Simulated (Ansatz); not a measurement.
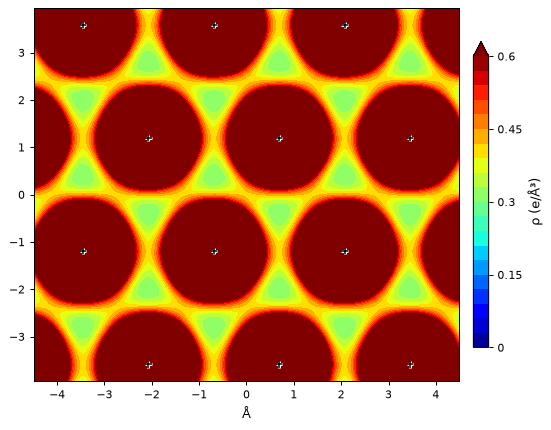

The valence charge density (pseudo) on a plane through atoms (crosses mark nuclei in the plane).

Computed with Ansatz, DFT, r2SCAN, plane waves (500 eV) with PAW, scalar-relativistic.

Candidates:
A. Y, a = 4.13 Å, b = 4.13 Å, c = 4.13 Å, α = 90.00°, β = 90.00°, γ = 90.00°. Space group Im-3m; set up as Y, bcc; a generated structure, not necessarily the stable one; changed on purpose from its base cell (volume × 1.04); spin-polarised.
B. Ir, a = 2.76 Å, b = 2.76 Å, c = 4.49 Å, α = 90.00°, β = 90.00°, γ = 120.00°. Space group P6₃/mmc; set up as Ir, hcp; a generated structure, not necessarily the stable one; changed on purpose from its base cell (volume × 1.04); computed pressure about −13 GPa in this cell; the program warned that a starting moment wasn't kept; spin-polarised, but the moments vanished.

Which system is this?

Answer. Candidate B: Ir on the (001) plane of the conventional cell, which holds Ir. Ir–Ir (2.76 Å): the density is about 0.41 e/Å³ at the midpoint.
